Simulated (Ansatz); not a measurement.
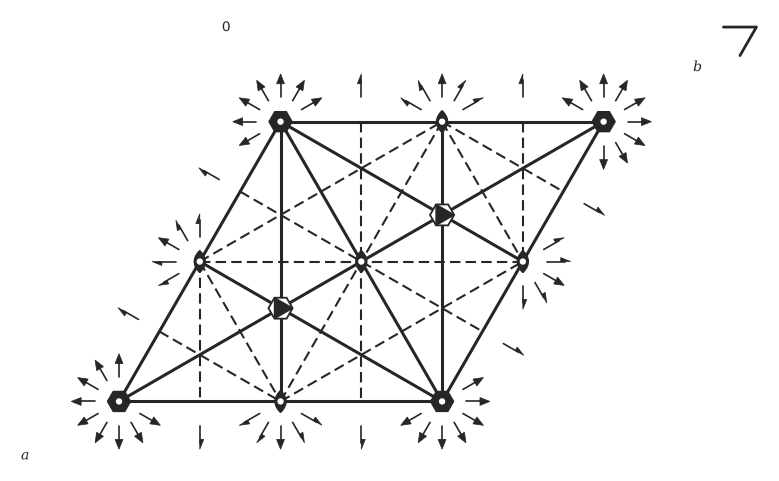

Symmetry elements of a space group, projected down c, computed from the operations of a computed or model structure of composition HfN, which need not be its known form.

Symbols follow the International Tables: origin at the upper left, the third axis towards the viewer; heavy, dashed, dotted, dash-dotted and dash-dot-dot lines are mirror, in-plane glide, out-of-plane glide, diagonal (n; with arrows d) and double (e) glide planes seen edge on; arrows at the rim are 2 (full head) and 2₁ (half head) axes in the plane; the corner sign is a plane parallel to the page; fractions are heights. Handed screw axes carry their printed symbol instead of tails.

Q: Identify the space group.

A: No. 191, P6/mmm; primitive hexagonal, point group 6/mmm, 24 general positions a cell.

Q: List the elements shown.

A: −6 axes along c at (1/3, 2/3), (2/3, 1/3); 6 axes along c at (0, 0); 2 axes along c at (0, 1/2), (1/2, 0), (1/2, 1/2); inversion centres at (0, 0), (0, 1/2), (1/2, 0), (1/2, 1/2); mirror planes holding c and [1 1 0] or [1 2 0] or [2 1 0] or [−1 1 0]; in-plane glide planes holding c and [1 1 0] or [1 2 0] or [2 1 0] or [−1 1 0]; mirror planes normal to a*, at x = 0; b glide planes normal to a*, at x = 1/2; mirror planes normal to b*, at y = 0; a glide planes normal to b*, at y = 1/2; a mirror plane normal to c at height 0; 2 axes along [1 1 0] at height 0; 2 axes along [1 2 0] at height 0; 2 axes along [2 1 0] at height 0; 2 axes along [−1 1 0] at height 0; 2 axes along a at height 0; 2 axes along b at height 0; 2₁ axes along [1 1 0] at height 0; 2₁ axes along [1 2 0] at height 0; 2₁ axes along [2 1 0] at height 0; 2₁ axes along [−1 1 0] at height 0; 2₁ axes along a at height 0; 2₁ axes along b at height 0. Heights repeat every half period; positions are (a, b) fractions, modulo 1.
